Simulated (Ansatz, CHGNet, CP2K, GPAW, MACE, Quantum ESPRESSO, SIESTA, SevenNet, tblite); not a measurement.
## Random packing of 77TeO2-23ZnO (mol %) (86 atoms) in CP2K

Wanted: CP2K inputs and outputs for random packing of 77TeO2-23ZnO (mol %) (86 atoms), checked against a plane-wave reference.

Main program and level: CP2K 2026.2; the method is named at each step.

**1. The starting structure**

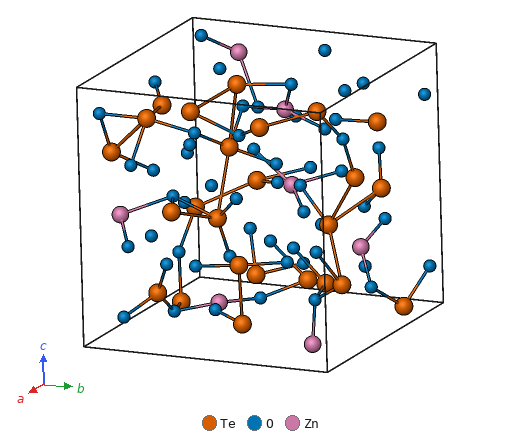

Start, viewed slightly off an axis; tellurium orange, oxygen blue, zinc pink. Bonds to atoms that aren't drawn are left out. Some periodic images of atoms are drawn too.

The cell holds 86 atoms: 24 Te, 55 O and 7 Zn. Cell: a = 10.894 Å, b = 10.894 Å, c = 10.894 Å, α = 90.0°, β = 90.0°, γ = 90.0°. 86 atoms (24 Te, 55 O, 7 Zn) packed at random in a cube at 5.65 g/cm³ and pushed apart as soft spheres, cations and anions kept from their own kind; a start for melting by ab initio MD, not an equilibrated structure. Then every atom was moved at random, 0.02 Å r.m.s. a Cartesian component.

The yardstick, on the same geometry:

* method: Kohn-Sham DFT, PBE, PAW, plane waves (Ansatz 0.2.0); cutoff 420 eV, Γ point, fermi-dirac smearing of 0.05 eV; PAW set soft_2
* r.m.s. force component: 1.614 eV/Å
* longest force: 7.347 eV/Å
* pressure: 5.357 GPa
* SCF cycles: 16
* time: 35 s on 4 threads of Arm Neoverse V1, shared host
* CPU time: 2.2 min

**2. PBE, DZVP-MOLOPT-SR, 800/50 Ry, diagonalisation**

Method: Kohn-Sham DFT, PBE, GTH-PBE pseudopotentials, Gaussian and plane waves, DZVP-MOLOPT-SR-GTH, diagonalisation.

Input file input.inp:

```
&GLOBAL
  PROJECT cell
  RUN_TYPE ENERGY_FORCE
  PRINT_LEVEL LOW
&END GLOBAL
&FORCE_EVAL
  METHOD QS
  STRESS_TENSOR ANALYTICAL
  &DFT
    BASIS_SET_FILE_NAME BASIS_MOLOPT
    POTENTIAL_FILE_NAME GTH_POTENTIALS
    &MGRID
      CUTOFF 800
      REL_CUTOFF 50
      NGRIDS 5
    &END MGRID
    &QS
      EPS_DEFAULT 1.0E-12
    &END QS
    &SCF
      SCF_GUESS ATOMIC
      EPS_SCF 5.0E-06
      MAX_SCF 200
      ADDED_MOS 14
      &DIAGONALIZATION
        ALGORITHM STANDARD
      &END DIAGONALIZATION
      &SMEAR ON
        METHOD FERMI_DIRAC
        ELECTRONIC_TEMPERATURE [K] 580
      &END SMEAR
      &MIXING
        METHOD BROYDEN_MIXING
        ALPHA 0.3
        NBROYDEN 12
      &END MIXING
      &PRINT
        &RESTART OFF
        &END RESTART
      &END PRINT
    &END SCF
    &XC
      &XC_FUNCTIONAL PBE
      &END XC_FUNCTIONAL
    &END XC
    &PRINT
      &MULLIKEN ON
      &END MULLIKEN
      &HIRSHFELD ON
        SHAPE_FUNCTION DENSITY
      &END HIRSHFELD
      &MO ON
        EIGENVALUES T
        OCCUPATION_NUMBERS T
        MO_INDEX_RANGE 268 291
        &EACH
          QS_SCF 0
        &END EACH
        ADD_LAST NUMERIC
      &END MO
    &END PRINT
  &END DFT
  &SUBSYS
    &CELL
      A 10.89410 0.00000 0.00000
      B 0.00000 10.89410 0.00000
      C 0.00000 0.00000 10.89410
    &END CELL
    &TOPOLOGY
      COORD_FILE_NAME structure.xyz
      COORD_FILE_FORMAT XYZ
    &END TOPOLOGY
    &KIND Te
      BASIS_SET DZVP-MOLOPT-SR-GTH-q6
      POTENTIAL GTH-PBE-q6
    &END KIND
    &KIND O
      BASIS_SET DZVP-MOLOPT-SR-GTH-q6
      POTENTIAL GTH-PBE-q6
    &END KIND
    &KIND Zn
      BASIS_SET DZVP-MOLOPT-SR-GTH-q12
      POTENTIAL GTH-PBE-q12
    &END KIND
  &END SUBSYS
  &PRINT
    &FORCES ON
    &END FORCES
    &STRESS_TENSOR ON
    &END STRESS_TENSOR
  &END PRINT
&END FORCE_EVAL
```

Input file structure.xyz:

```xyz
86

Te 1.98817 10.08521 0.30296
Te 7.09456 5.34214 10.52490
Te 10.14883 10.38763 10.70204
Te 6.98889 9.23700 4.98176
Te 7.42651 4.46832 4.90387
Te 9.91940 6.58265 3.81293
Te 9.90404 4.59263 10.05885
Te 4.04999 1.10488 0.16080
Te 8.47398 1.92455 9.13056
Te 2.44398 1.07666 3.69866
Te 7.73187 1.84535 1.59936
Te 7.80595 10.87623 7.34698
Te 5.79021 8.45230 2.12609
Te 8.42713 10.45692 2.97060
Te 5.81233 1.34085 8.91388
Te 4.86356 10.61717 6.08893
Te 1.74327 3.37042 0.89528
Te 0.70256 8.49119 7.54155
Te 6.55128 4.66551 7.68089
Te 9.93694 3.63841 5.76254
Te 3.11539 6.35540 1.35065
Te 9.20388 6.32239 1.12275
Te 10.06266 7.75039 9.74793
Te 1.56439 3.44177 4.81955
O 6.10048 1.77563 0.38129
O 0.92219 10.77971 1.77639
O 8.79056 8.20968 3.79605
O 1.54043 1.11076 10.66794
O 8.99602 6.29385 8.98219
O 4.27016 1.47724 4.43052
O 3.43437 2.82114 9.95263
O 8.66898 2.73976 3.13881
O 6.31073 1.11414 6.29374
O 0.78753 2.70239 2.52318
O 4.12418 1.09616 2.27098
O 6.51881 4.54110 3.07344
O 0.22268 10.41792 8.75842
O 10.53459 1.93730 4.29816
O 0.47901 4.90496 1.18931
O 1.98022 7.45614 5.72202
O 1.86986 6.79683 10.69016
O 5.34094 6.16552 6.79541
O 8.09366 3.87100 8.60449
O 2.87375 8.96944 9.79815
O 0.54786 5.36883 5.28190
O 0.36691 6.46391 7.35613
O 3.58710 9.42013 1.47364
O 3.84224 5.07905 3.04904
O 8.81474 10.87297 9.23602
O 7.72108 8.89438 1.99841
O 8.33638 5.78313 6.10418
O 9.85916 10.04207 4.68141
O 9.85589 4.60897 3.56183
O 3.72088 9.27295 4.88600
O 5.17579 4.65712 9.03339
O 8.10891 2.83671 5.86277
[... 26 atom lines left out ...]
Zn 0.26843 2.15180 9.72898
Zn 5.09245 6.50443 9.05474
Zn 2.72570 8.58586 2.84445
Zn 5.40533 3.45899 0.72609
```

Launch:

```bash
> OMP_NUM_THREADS=2 cp2k.psmp -i input.inp > output.txt
```

Numbers of over 12 decimals in the logs are rounded to 6 here.

The program printed:

```text
CP2K| version string:                                       CP2K version 2026.2
 CP2K| Input file name                                                 input.inp
 GLOBAL| Basis set file name                                        BASIS_MOLOPT
 GLOBAL| Potential file name                                      GTH_POTENTIALS
 GLOBAL| Run type                                                   ENERGY_FORCE
 GLOBAL| Total number of message passing processes                             1
 GLOBAL| Number of threads for this process                                    2
 TOTAL NUMBERS AND MAXIMUM NUMBERS
  Total number of            - Atomic kinds:                                   3
                             - Atoms:                                         86
                             - Shell sets:                                    86
                             - Shells:                                       444
                             - Primitive Cartesian functions:                437
                             - Cartesian basis functions:                   1316
                             - Spherical basis functions:                   1202
  Maximum angular momentum of- Orbital basis functions:                        3
                             - Local part of the GTH pseudopotential:          2
                             - Non-local part of the GTH pseudopotential:      4
 SCF PARAMETERS         Density guess:                                    ATOMIC
                        max_scf:                                             200
                        eps_scf:                                        5.00E-06
                        added MOs                                        14    0
                        Mixing method:                            BROYDEN_MIXING
                                                charge density mixing in g-space
                        Smear method:                                FERMI_DIRAC
                        Electronic temperature [K]:                        580.0
                        Electronic temperature [a.u.]:                  1.84E-03
                        Accuracy threshold:                             1.00E-10
 Extrapolation method: initial_guess
 Number of electrons:                                                        558
 Number of occupied orbitals:                                                279
 Number of molecular orbitals:                                               293
 Number of orbital functions:                                               1202
 Number of independent orbital functions:                                   1202
 SCF WAVEFUNCTION OPTIMIZATION
  Step     Update method      Time    Convergence         Total energy    Change
     1 NoMix/Diag. 0.30E+00    7.8     1.77024013     -1501.5981109788 -1.50E+03
 *** the last MO => Add more MOs for proper smearing.                   ***
     2 Broy./Diag. 0.30E+00   10.0     1.83067508     -1416.9810502394  8.46E+01
 *** the last MO => Add more MOs for proper smearing.                   ***
     3 Broy./Diag. 0.30E+00   10.2     1.85938365     -1536.6016614136 -1.20E+02
 *** the last MO => Add more MOs for proper smearing.                   ***
     4 Broy./Diag. 0.30E+00   10.3     0.90953361     -1508.9365998715  2.77E+01
[...]
*** the last MO => Add more MOs for proper smearing.                   ***
    59 Broy./Diag. 0.30E+00   11.2     0.00000775     -1495.7644772386 -2.65E-07
 *** the last MO => Add more MOs for proper smearing.                   ***
    60 Broy./Diag. 0.30E+00   11.1     0.00000433     -1495.7644731968  4.04E-06
  *** SCF run converged in    60 steps ***
  Electronic density on regular grids:       -557.9999999999        0.0000000001
  Core density on regular grids:              557.9999999994       -0.0000000006
  Total charge density on r-space grids:       -0.0000000005
  Total charge density g-space grids:          -0.0000000005
  Overlap energy of the core charge distribution:               7.23055e-07
  Self energy of the core charge distribution:              -3265.371535
  Core Hamiltonian energy:                                    909.299698
  Hartree energy:                                            1157.024084
  Exchange-correlation energy:                               -296.692004
  Electronic entropic energy:                                  -0.024717
  Fermi energy:                                                 0.161646
  Total energy:                                             -1495.764473
  Total energy (extrapolated to T->0):                      -1495.752114
 MO| EIGENVALUES AND OCCUPATION NUMBERS
 MO|
 MO|  Index      Eigenvalue [a.u.]        Eigenvalue [eV]             Occupation
 MO|    268               0.150292               4.089646               1.995876
 MO|    269               0.152382               4.146512               1.987189
 MO|    270               0.153077               4.165425               1.981351
[...]
MO|    290               0.172387               4.690900               0.005756
 MO|    291               0.173375               4.717766               0.003366
 MO| Sum:                                                             558.000000
 MO| E(Fermi):            0.161646 a.u.          4.398622 eV
 !-----------------------------------------------------------------------------!
                     Mulliken Population Analysis
 #  Atom  Element  Kind  Atomic population                           Net charge
       1     Te       1          4.935641                              1.064359
       2     Te       1          5.338050                              0.661950
       3     Te       1          5.229936                              0.770064
[...]
85     Zn       3         11.884417                              0.115583
      86     Zn       3         11.845200                              0.154800
 # Total charge                            558.000000                 -0.000000
 !-----------------------------------------------------------------------------!
 !-----------------------------------------------------------------------------!
                           Hirshfeld Charges
  #Atom  Element  Kind  Ref Charge     Population                    Net charge
      1       Te     1       6.000          5.475                         0.525
      2       Te     1       6.000          5.668                         0.332
      3       Te     1       6.000          5.571                         0.429
[...]
85       Zn     3      12.000         11.644                         0.356
     86       Zn     3      12.000         11.593                         0.407
  Total Charge                                                           -0.000
 !-----------------------------------------------------------------------------!
 ENERGY| Total FORCE_EVAL ( QS ) energy [hartree]          -1495.764472
 FORCES| Atomic forces [hartree/bohr]
 FORCES|   Atom     x               y               z               |f|
 FORCES|      1  3.10891082E-02 -5.61197682E-02 -2.27037477E-02   6.80545457E-02
 FORCES|      2 -5.21606333E-02  7.20571074E-03  2.49305314E-02   5.82596372E-02
 FORCES|      3  1.36774594E-02  1.90023715E-02 -1.65318753E-03   2.34711748E-02
[...]
FORCES|     85 -2.12570452E-02  1.19502253E-03  6.37162998E-02   6.71792893E-02
 FORCES|     86 -6.20776449E-03  4.51383668E-02  1.32003908E-02   4.74368930E-02
 FORCES| Sum     3.29609712E-03  3.96685460E-03  2.93548044E-03
 FORCES| Total atomic force                                       5.93441126E-03
 STRESS| Analytical stress tensor [bar]
 STRESS|                        x                   y                   z
 STRESS|      x        1.16606469633E+05   1.59354829040E+04  -5.10140032962E+03
 STRESS|      y        1.59354829040E+04   1.11521977484E+05   1.45792292246E+04
 STRESS|      z       -5.10140032962E+03   1.45792292246E+04   8.21688297223E+04
 STRESS| 1/3 Trace                                             1.03432425613E+05
```

Run time: 12 min. Hardware: 2 threads of Arm Neoverse V1, shared host; peak memory 5.7 GiB; 20 min of CPU time.

Banners, paths, timers and routine set-up lines are dropped from the logs unmarked, and long logs keep their key lines alone; longer cuts are marked.

Numbers from this run, and their distance from the reference:

| Property | Result |
| --- | --- |
| r.m.s. force component | 1.622 eV/Å |
| r.m.s. difference of force components | 369 meV/Å |
| longest difference of force vectors | 1140 meV/Å |
| force difference over r.m.s. force | 22.87 % |
| slope of forces against the reference's | 0.9788 |
| correlation of force components | 0.974 |
| pressure | 10.34 GPa |
| pressure difference | 4.986 GPa |

This run lies far from the reference in forces at the same functional. Basis and potentials both differ; the latter hold 558 valence electrons against the reference's 798.

Length of the force difference by element (eV/Å):

```csv
element,atoms,mean,most
O,55,0.55,1.1
Te,24,0.74,1.1
Zn,7,0.17,0.26
```

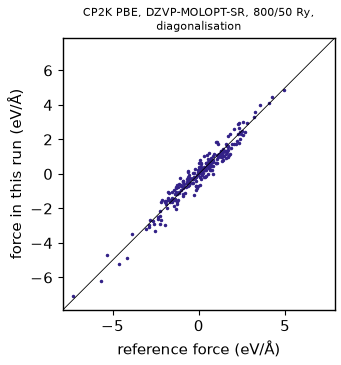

Force components against those of the reference; the line marks equality.

Local excerpt of 9 atoms (numbers count through the whole input) about Te18, whose charge lies farthest from its element's mean; x, y, z are measured from there.

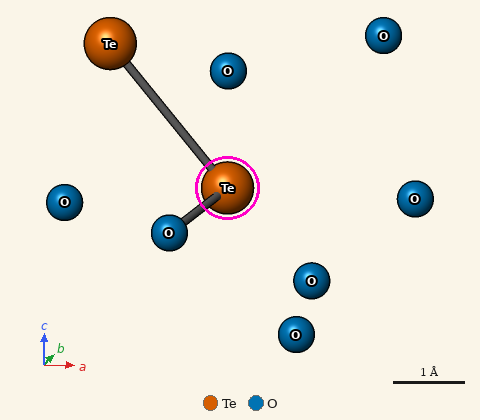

The atoms of the table, within 3.3 Å (arrows a, b, c point along x, y, z); some may hide others; the central atom is ringed.

```
atom      x      y      z  distance (Å)  Hirshfeld charge (e)     Fx     Fy  Fz (eV/Å)
Te18   0.00   0.00   0.00          0.00                  0.61   0.42  -1.10      -2.99
 O46  -0.34  -2.03  -0.19          2.06                 -0.22   0.79   1.07       0.24
 O37  -0.48   1.93   1.22          2.33                 -0.31   0.29  -0.77       1.25
 O63  -2.30  -0.37  -0.27          2.34                 -0.26   2.24   1.63       1.36
 O40   1.28  -1.04  -1.82          2.45                 -0.18  -0.49   0.44       0.38
 O68   2.45   1.23  -0.31          2.76                 -0.18   1.07   0.47      -0.41
Te23  -1.53  -0.74   2.21          2.79                  0.34   0.21  -0.22      -1.52
 O44   2.17   0.48   2.26          3.17                 -0.23  -0.75   0.25      -0.14
 O66   0.57   2.61  -1.97          3.32                 -0.23   1.15   0.76      -1.51
```

Forces lie 23 % from the reference's, at 9.1 times its CPU time (on 2 against 4 cores).

**3. PBE, DZVP-MOLOPT-SR, 400/50 Ry, diagonalisation**

Method: Kohn-Sham DFT, PBE, GTH-PBE pseudopotentials, Gaussian and plane waves, DZVP-MOLOPT-SR-GTH, diagonalisation.

Changes to input.inp since step 2:

```diff
@@ -12,5 +12,4 @@
     &MGRID
-      CUTOFF 800
+      CUTOFF 400
       REL_CUTOFF 50
-      NGRIDS 5
     &END MGRID
```

structure.xyz is that of step 2.

Launch:

```bash
> OMP_NUM_THREADS=1 mpirun -np 4 cp2k.psmp -i input.inp > output.txt
```

The program printed:

```text
CP2K| version string:                                       CP2K version 2026.2
 CP2K| Input file name                                                 input.inp
 GLOBAL| Basis set file name                                        BASIS_MOLOPT
 GLOBAL| Potential file name                                      GTH_POTENTIALS
[... lines left out ...]
 Number of electrons:                                                        558
[... lines left out ...]
  Step     Update method      Time    Convergence         Total energy    Change
[... lines left out ...]
  *** SCF run converged in    60 steps ***
[... lines left out ...]
  Fermi energy:                                                 0.161659
  Total energy:                                             -1495.771559
  Total energy (extrapolated to T->0):                      -1495.759193
[... lines left out ...]
 MO| E(Fermi):            0.161659 a.u.          4.398961 eV
[... lines left out ...]
 ENERGY| Total FORCE_EVAL ( QS ) energy [hartree]          -1495.771557
[... lines left out ...]
 FORCES|      1  3.11019393E-02 -5.59738708E-02 -2.26766352E-02   6.79311021E-02
 FORCES|      2 -5.21233414E-02  7.24451507E-03  2.49114241E-02   5.82228887E-02
 FORCES|      3  1.36513969E-02  1.91065086E-02 -1.69948206E-03   2.35437369E-02
[...]
FORCES|     85 -2.07615511E-02 -4.55526921E-03  5.76561063E-02   6.14493212E-02
 FORCES|     86 -4.93365032E-03  4.97446625E-02  1.30228821E-02   5.16572145E-02
 FORCES| Sum    -2.06052331E-03  2.25163962E-02 -7.96398517E-03
 FORCES| Total atomic force                                       2.39720444E-02
 STRESS| Analytical stress tensor [bar]
 STRESS|                        x                   y                   z
 STRESS|      x        1.18302567548E+05   1.59604447071E+04  -5.11300767506E+03
 STRESS|      y        1.59604447071E+04   1.13104841209E+05   1.45797748071E+04
 STRESS|      z       -5.11300767506E+03   1.45797748071E+04   8.38327737329E+04
 STRESS| 1/3 Trace                                             1.05080060830E+05
```

Run time: 4.1 min. Hardware: 4 MPI ranks; peak memory 3.8 GiB; 16 min of CPU time.

Compared with the plane-wave run:

| Quantity | Value |
| --- | --- |
| r.m.s. force component | 1.619 eV/Å |
| r.m.s. difference of force components | 390.5 meV/Å |
| longest difference of force vectors | 1227 meV/Å |
| force difference over r.m.s. force | 24.2 % |
| slope of forces against the reference's | 0.9744 |
| correlation of force components | 0.9708 |
| pressure | 10.51 GPa |
| pressure difference | 5.151 GPa |
| energy less the same-level run's | -2.242 meV/atom |
| r.m.s. force difference from the same-level run | 95.66 meV/Å |

This is a coarse setting, run to see what it loses.

Against the first run (23 %), the force difference from the reference is 24 %, at 0.81 times the CPU time (on 4 against 2 cores): the grid matters here.

The forces add up to 1.2 eV/Å instead of zero, usually a sign of too coarse a grid.

(Part 1 of 2 ends here.)

[Also dropped from logs without a mark: logging warnings of Python, and SIESTA's first energy breakdown and zero terms.]

[Logs are printed without paths, hosts, clocks, repeated set-up lines and the standing remarks that a program may print on its own settings, such as how far it seeks lower states.]

[Hosts, paths, dates, database ids (printed as entryN), source tags and the programs' standing remarks are cut or masked in the printed files.]
